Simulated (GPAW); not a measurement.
**zinc-blende (ZnS)₁₋ₓ(ZnSe)ₓ at x = 0.125: the Zn K absorption edge**

What does the Zn K edge look like in zinc-blende (ZnS)₁₋ₓ(ZnSe)ₓ at x = 0.125?

Main program and level: GPAW 26.7.0; X-ray absorption from dipole matrix elements to empty bands, plane-wave PAW PBE.

**1. The starting structure**

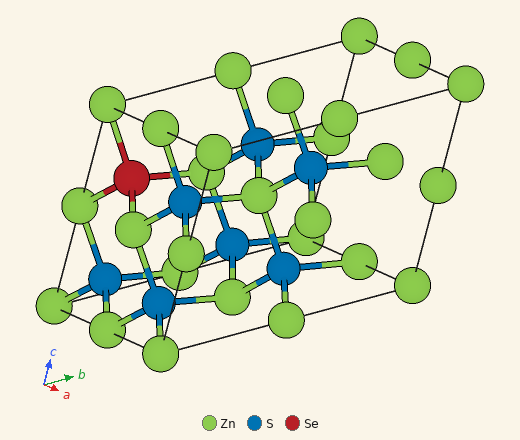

The starting structure, seen slightly off an axis (zinc green, sulfur blue, selenium red). Bonds to atoms that aren't drawn are left out. Some periodic images of atoms are drawn too.

The cell holds 16 atoms: 8 Zn, 7 S and 1 Se. Cell: a = 7.697 Å, b = 7.697 Å, c = 7.697 Å, α = 60.0°, β = 60.0°, γ = 60.0°. 16-atom zinc-blende cell, 1 of 8 S sites taken by Se at random, lattice constants typed for the ends and interpolated (Vegard).

**2. Relaxation**

Bond lengths around the absorber set the edge shape, so the atoms are relaxed before any spectrum.

File relax.py:

```python
import numpy as np
from ase import Atoms
from ase.parallel import parprint, paropen
from gpaw import GPAW, PW, FermiDirac, Mixer, MixerDif, setup_paths
from ase.optimize import BFGS

atoms = Atoms('ZnSZnSeZnSZnSZnSZnSZnSZnS',
    cell=[[0, 5.44225, 5.44225],
     [5.44225, 0, 5.44225],
     [5.44225, 5.44225, 0]],
    scaled_positions=[[0.99921, 0.001964, 0.003262],
     [0.123961, 0.12638, 0.123013],
     [0.997655, 0.999098, 0.50049],
     [0.122988, 0.125851, 0.62372],
     [0.998104, 0.501686, 0.000911],
     [0.125841, 0.62996, 0.124636],
     [0.0002, 0.501157, 0.498741],
     [0.128454, 0.623753, 0.624976],
     [0.499455, 0.002003, 0.002897],
     [0.62722, 0.125709, 0.125275],
     [0.502045, 0.998008, 0.501886],
     [0.623381, 0.126529, 0.625388],
     [0.499794, 0.498525, 0.997845],
     [0.623465, 0.622767, 0.125901],
     [0.499723, 0.497976, 0.501733],
     [0.623955, 0.625341, 0.626045]],
    pbc=True)
atoms.calc = GPAW(legacy_gpaw=True, mode=PW(400, force_complex_dtype=True), xc='PBE', setups={},
    kpts={'size': (3, 3, 3), 'gamma': True}, occupations=FermiDirac(0.08),
    charge=0, mixer=Mixer(0.1, 5, 50), maxiter=150,
    convergence={'density': 0.0001, 'eigenstates': 1e-6}, txt='relax.txt')
steps = []
opt = BFGS(atoms, logfile='-')
opt.attach(lambda: steps.append([atoms.get_potential_energy(), float(np.linalg.norm(atoms.get_forces(), axis=1).max())]))
done = opt.run(fmax=0.05, steps=30)
out = dict(done=bool(done), steps=steps, frac=atoms.get_scaled_positions().tolist())
import json
with paropen('out.json', 'w') as f:
    json.dump(out, f)
```

The run is started by

```console
$ OMP_NUM_THREADS=1 mpirun -n 4 gpaw python relax.py
```

Numbers of over 12 decimals in the logs are rounded to 6 here.

What it wrote:

```text
Input parameters:
  convergence: {density: 0.0001,
                eigenstates: 1e-06}
  kpts: {gamma: True,
         size: (3, 3, 3)}
  maxiter: 150
  mixer: {backend: pulay,
          beta: 0.1,
          method: separate,
          nmaxold: 5,
          weight: 50}
  mode: {ecut: 400.0,
         force_complex_dtype: True,
         name: pw}
  occupations: {fixmagmom: False,
                name: fermi-dirac,
[...]
Forces in eV/Ang:
[...]
14 Zn    0.00165   -0.01002   -0.00664
 15 S     0.01096    0.00421   -0.01904
Step     Time          Energy          fmax
BFGS:    0 01:57:02      -53.969862        0.682839
BFGS:    1 01:57:19      -53.993009        0.552424
BFGS:    2 01:57:43      -54.046705        0.091378
BFGS:    3 01:58:01      -54.048578        0.061506
BFGS:    4 01:58:15      -54.049020        0.052672
BFGS:    5 01:58:26      -54.049620        0.046512
[key lines of the parts left out:]
Converged after 5 iterations.
Dipole moment: (-24.766220, -24.547322, -22.216832) |e|*Ang
Free energy:    -54.049620
Fermi level: 4.80188
```

Elapsed: 2.1 min, on 4 MPI ranks of AMD EPYC 9R14 (Zen 4), shared host; peak memory 0.37 GiB.

In 5 steps the energy fell by 80 meV (energies extrapolated to zero smearing) and the largest force to 0.046 eV/Å. Atom 7 (Zn; the text counts from 1, the script from 0) is among those that moved most, by 0.06 Å.

**3. Ground state of the crystal**

A plain self-consistent run shows whether there is a gap, which decides the set-up of the core-hole run.

File scf.py:

```python
import numpy as np
from ase import Atoms
from ase.parallel import parprint, paropen
from gpaw import GPAW, PW, FermiDirac, Mixer, MixerDif, setup_paths
from gpaw.test import gen
setup_paths.insert(0, '.')
gen('Zn', name='nch1s', xcname='PBE', corehole=(1, 0, 0), write_xml=True)
from gpaw.mpi import world
world.barrier()

atoms = Atoms('ZnSZnSeZnSZnSZnSZnSZnSZnS',
    cell=[[0, 5.44225, 5.44225],
     [5.44225, 0, 5.44225],
     [5.44225, 5.44225, 0]],
    scaled_positions=[[0.9969105, 0.9988528, 0.009812],
     [0.1252951, 0.1273024, 0.1249167],
     [0.995408, 0.9958786, 0.4963743],
     [0.124329, 0.1253034, 0.6244964],
     [0.9981478, 0.5023847, 0.0010741],
     [0.1251178, 0.6264317, 0.1242564],
     [0.9970642, 0.5112036, 0.4961224],
     [0.1254378, 0.6243787, 0.6261396],
     [0.5000916, 0.999436, 0.0023707],
     [0.6246824, 0.1254278, 0.1260725],
     [0.5097311, 0.9963209, 0.4981742],
     [0.6238052, 0.1248006, 0.6273897],
     [0.4997703, 0.4999243, 0.999531],
     [0.6239585, 0.6252171, 0.125259],
     [0.5006751, 0.4996284, 0.4995324],
     [0.6251058, 0.6243668, 0.6249909]],
    pbc=True)
atoms.calc = calc = GPAW(legacy_gpaw=True, mode=PW(400, force_complex_dtype=True), xc='PBE', setups={0: 'nch1s'},
    kpts={'size': (3, 3, 3), 'gamma': True}, occupations=FermiDirac(0.05),
    charge=0, mixer=Mixer(0.1, 5, 50), maxiter=150,
    convergence={'density': 0.0001, 'eigenstates': 1e-6}, txt='scf.txt')
energy = atoms.get_potential_energy() + calc.get_reference_energy()
ef = calc.get_fermi_level()
out = dict(energy=energy, fermi=ef, forces=atoms.get_forces().tolist())
parprint(f'all-electron energy {energy:.4f} eV, Fermi level {ef:.4f} eV')
ev = np.array([[calc.get_eigenvalues(k, s) for k in range(len(calc.get_ibz_k_points()))] for s in range(calc.get_number_of_spins())])
out['homo'], out['lumo'], out['counts'] = ev[ev < ef].max(), ev[ev > ef].min(), sorted(set((ev < ef).sum((0, 2)).tolist()))
out['filled'] = (ev[:, 0] < ef).sum(1).tolist()
import json
with paropen('out.json', 'w') as f:
    json.dump(out, f)
```

The run is started by

```console
$ OMP_NUM_THREADS=1 mpirun -n 4 gpaw python scf.py
```

What it wrote:

```text
Input parameters:
  convergence: {density: 0.0001,
                eigenstates: 1e-06}
  kpts: {gamma: True,
         size: (3, 3, 3)}
  maxiter: 150
  mixer: {backend: pulay,
          beta: 0.1,
          method: separate,
          nmaxold: 5,
          weight: 50}
  mode: {ecut: 400.0,
         force_complex_dtype: True,
         name: pw}
  occupations: {fixmagmom: False,
                name: fermi-dirac,
                width: 0.05}
  setups: {0: nch1s}
  xc: PBE

Initialize ...

[... PAW data sets ...]

Reference energy: -532997.485349  # eV

Spin-paired calculation

[... convergence settings ...]
Symmetries present (total): 1
  [... symmetry matrices ...]

27 k-points: 3 x 3 x 3 Monkhorst-Pack grid
14 k-points in the irreducible part of the Brillouin zone
       k-points in crystal coordinates                weights
   0:     0.00000000    0.00000000    0.00000000          1/27
   1:     0.00000000    0.00000000    0.33333333          2/27
   2:     0.00000000    0.33333333   -0.33333333          2/27
   3:     0.00000000    0.33333333    0.00000000          2/27
   4:     0.00000000    0.33333333    0.33333333          2/27
   5:     0.33333333   -0.33333333   -0.33333333          2/27
   6:     0.33333333   -0.33333333    0.00000000          2/27
   7:     0.33333333   -0.33333333    0.33333333          2/27
   8:     0.33333333    0.00000000   -0.33333333          2/27
   9:     0.33333333    0.00000000    0.00000000          2/27
          ...
  13:     0.33333333    0.33333333    0.33333333          2/27

Wave functions: Plane wave expansion
  Cutoff energy: 400.000 eV
  Number of coefficients (min, max): 5840, 5961
  Pulay-stress correction: 0.000000 eV/Ang^3 (de/decut=0.000000)
  Using FFTW library
  Wavefunction extrapolation:
    Improved wavefunction reuse through dual PAW basis

Occupation numbers: Fermi-Dirac:
  width: 0.0500  # eV

Eigensolver
   Davidson(niter=2)

Densities:
  Coarse grid: 36*36*36 grid
  Fine grid: 72*72*72 grid
  Total Charge: 0.000000

Density mixing:
  Method: separate
  Backend: pulay
  Linear mixing parameter: 0.1
  old densities: 5
  Width of damping distribution: 1.1
  Damping of long wavelength oscillations: 50

[... Hamiltonian set-up ...]
Number of atoms: 16
Number of atomic orbitals: 104
Number of bands in calculation: 91
Number of valence electrons: 144
Bands to converge: occupied

... initialized

Initializing position-dependent things.

Density initialized from atomic densities
Creating initial wave functions:
  91 bands from LCAO basis set

                             Zn

                    Zn
                      Zn

             Zn            Zn
                        S
                  Zn         Zn
                S   Zn
                  S

         S             S

              S
                Se

       S

Atomic positions and initial magnetic moments

Positions:
   0 Zn     5.489406    5.478836   10.861443    ( 0.0000,  0.0000,  0.0000)
   1 S      1.372639    1.361715    1.374699    ( 0.0000,  0.0000,  0.0000)
   2 Zn     8.121213    8.118652   10.837079    ( 0.0000,  0.0000,  0.0000)
   3 Se     4.080598    4.075295    1.358562    ( 0.0000,  0.0000,  0.0000)
   4 Zn     2.739949    5.438015    8.166273    ( 0.0000,  0.0000,  0.0000)
   5 S      4.085432    1.357157    4.090120    ( 0.0000,  0.0000,  0.0000)
   6 Zn     5.482120    8.126295    8.208370    ( 0.0000,  0.0000,  0.0000)
[...]
13 S      4.084279    4.077429    6.798326    ( 0.0000,  0.0000,  0.0000)
  14 Zn     5.437683    5.443379    5.443902    ( 0.0000,  0.0000,  0.0000)
  15 S      6.799317    6.803339    6.799942    ( 0.0000,  0.0000,  0.0000)

Unit cell:
           periodic     x           y           z      points  spacing
  1. axis:    yes    0.000000    5.442250    5.442250    36     0.1746
  2. axis:    yes    5.442250    0.000000    5.442250    36     0.1746
  3. axis:    yes    5.442250    5.442250    0.000000    36     0.1746

  Lengths:   7.696504   7.696504   7.696504
  Angles:   60.000000  60.000000  60.000000

Effective grid spacing dv^(1/3) = 0.1905

iter:   1   -55.373674
iter:   2   -55.350598   -0.17  -1.18
iter:   3   -53.969022   -0.99  -1.24
iter:   4   -54.095752   -1.51  -1.58
iter:   5   -54.549315   -1.39  -1.65
iter:   6   -54.140368   -2.07  -1.96
iter:   7   -54.049846   -2.05  -2.46
iter:   8   -54.048290   -3.24  -2.98
iter:   9   -54.049675c  -3.68  -3.29
iter:  10   -54.050244c  -3.61  -3.22
iter:  11   -54.048892c  -4.33  -3.40
iter:  12   -54.048897c  -4.52  -3.67
iter:  13   -54.049011c  -4.91  -3.80
iter:  14   -54.048888c  -5.25  -4.01c
iter:  15   -54.048890c  -5.90  -4.76c
iter:  16   -54.048892c  -6.29c -4.77c

Converged after 16 iterations.

Dipole moment: (-24.767179, -24.548560, -22.216634) |e|*Ang

Energy contributions relative to reference atoms: (reference = -532997.485349)

Kinetic:        +93.757818
Potential:      -79.285667
External:        +0.000000
XC:             -68.523504
Entropy (-ST):   -0.000000
Local:           +0.002461
SIC:             +0.000000
--------------------------
Free energy:    -54.048892
Extrapolated:   -54.048892

Showing only first 2 kpts
 Kpt  Band  Eigenvalues  Occupancy
  0    70      3.79052    2.00000
  0    71      3.79132    2.00000
  0    72      5.70375    0.00000
  0    73      6.90520    0.00000

  1    70      3.55432    2.00000
  1    71      3.55621    2.00000
  1    72      6.81700    0.00000
  1    73      7.06762    0.00000

Fermi level: 4.77314

Gap: 1.912 eV
Transition (v -> c):
  (s=0, k=0, n=71, [0.00, 0.00, 0.00]) -> (s=0, k=0, n=72, [0.00, 0.00, 0.00])
No difference between direct/indirect transitions

Forces in eV/Ang:
  0 Zn   -0.00427    0.00321   -0.00825
  1 S    -0.01561   -0.01187   -0.00617
  2 Zn    0.02640    0.02442    0.02322
  3 Se    0.00748   -0.00401    0.00326
  4 Zn   -0.01406   -0.00739   -0.01333
  5 S    -0.00753    0.00447    0.00449
  6 Zn   -0.01342    0.00877   -0.01732
[...]
13 S    -0.00199    0.00878    0.00040
 14 Zn    0.00119   -0.01184   -0.00532
 15 S     0.01361    0.00206   -0.01798
Scalar-relativistic atomic PBE calculation for Zn (Zinc, Z=30)
Core hole in 1s state (1s occupation: 2.0)
600 radial gridpoints.
|------------------------------------------------|
|------------------------------------------------|
[... the atom generator's iteration count ...]

Energy contributions:
-------------------------
Kinetic:    +1823.613160
XC:           -71.504391
Potential:  -3547.729445
-------------------------
Total:      -1795.620676

state      eigenvalue         ekin         rmax
-----------------------------------------------
1s^2.0 :  -349.886846   450.954911        0.033
2s^2.0 :   -42.553114    85.456797        0.189
2p^6.0 :   -36.898923    83.258415        0.152
3s^2.0 :    -4.747216    18.925213        0.588
3p^6.0 :    -3.065290    16.692437        0.592
3d^10.0:    -0.372700    11.038803        0.566
4s^2.0 :    -0.219651     1.423087        2.092
4p^0.0 :    -0.041035     0.518678        3.084
-----------------------------------------------
(units: Bohr and Hartree)

Generating PAW setup
Kinetic energy of the core from tauc = 1727.898395
Cutoffs:
rc(s)=2.430
rc(p)=2.400
rc(d)=2.230
rc(vbar)=2.260
rc(comp)=2.200
rc(nct)=2.430

Kinetic energy of the core states: 1710.378955
Charge: 0.0
Core electrons: 18.0
Valence electrons: 12.0
Pseudo-core charge: 0.104275
Shape function alpha=2.066
Pseudo-electron charge 3.892839
state    eigenvalue         norm
--------------------------------
4s(2) :    -0.219651     1.125459
*s    :     0.780349
4p(0) :    -0.041035     1.007410
*p    :     0.958965
3d(10):    -0.372700     0.153765
*d    :     0.627300
--------------------------------

Diagonalizing with gridspacing h=0.050

state   all-electron     PAW
-------------------------------
4s:      -0.219651    -0.219820
4p:      -0.041035    -0.041071
3d:      -0.372700    -0.373322
*f:                    0.071886
-------------------------------
all-electron energy -533051.5342 eV, Fermi level 4.7731 eV
```

Run time: 43 s. Hardware: 4 MPI ranks; peak memory 0.35 GiB; 2.8 min of CPU time.

The mesh shows a gap of 1.91 eV. The excited electron is kept all the same, so that all members of the series, with or without a gap, are treated alike.

**4. Reference energy of the cell**

The photon energy needs a difference of total energies, so the cell and mesh of the coming hole run are first run without a hole.

Changes to scf.py since step 3:

```diff
@@ -32,3 +32,3 @@
 atoms.calc = calc = GPAW(legacy_gpaw=True, mode=PW(400, force_complex_dtype=True), xc='PBE', setups={0: 'nch1s'},
-    kpts={'size': (3, 3, 3), 'gamma': True}, occupations=FermiDirac(0.05),
+    kpts={'size': (3, 3, 3), 'gamma': True}, occupations=FermiDirac(0.02),
     charge=0, mixer=Mixer(0.1, 5, 50), maxiter=150,
```

What it wrote:

```text
Input parameters:
  convergence: {density: 0.0001,
                eigenstates: 1e-06}
  kpts: {gamma: True,
         size: (3, 3, 3)}
  maxiter: 150
  mixer: {backend: pulay,
          beta: 0.1,
          method: separate,
          nmaxold: 5,
          weight: 50}
  mode: {ecut: 400.0,
         force_complex_dtype: True,
         name: pw}
  occupations: {fixmagmom: False,
                name: fermi-dirac,
[...]
*s    :     0.780349
4p(0) :    -0.041035     1.007410
*p    :     0.958965
3d(10):    -0.372700     0.153765
*d    :     0.627300
--------------------------------

Diagonalizing with gridspacing h=0.050

state   all-electron     PAW
-------------------------------
4s:      -0.219651    -0.219820
4p:      -0.041035    -0.041071
3d:      -0.372700    -0.373322
*f:                    0.071886
-------------------------------
all-electron energy -533051.5342 eV, Fermi level 4.3705 eV
[key lines of the parts left out:]
Converged after 16 iterations.
Dipole moment: (-24.767179, -24.548560, -22.216634) |e|*Ang
Free energy:    -54.048892
Fermi level: 4.37045
```

The job ended after 43 s (4 MPI ranks; peak memory 0.35 GiB; 2.9 min of CPU time).

Reference energy: -533051.534 eV with the cores included.

[end of part 1 of 3]

[Banner, clock and machine lines of the logs are left out without a mark of their own.]

[Logs are printed without paths, hosts, clocks, repeated set-up lines and the standing remarks that a program may print on its own settings, such as how far it seeks lower states.]

[Hosts, paths, dates, database ids (printed as entryN), source tags and the programs' standing remarks are cut or masked in the printed files.]

[Lists of maxima count a maximum above −3 eV only where it reaches 4 % of the highest in the window and stands out from its surroundings by 2 % of it (1.5 % where it reaches 55 %); shoulders and weaker maxima are passed over, and of the rest the first, up to two pre-edge ones and the few strongest are named.]
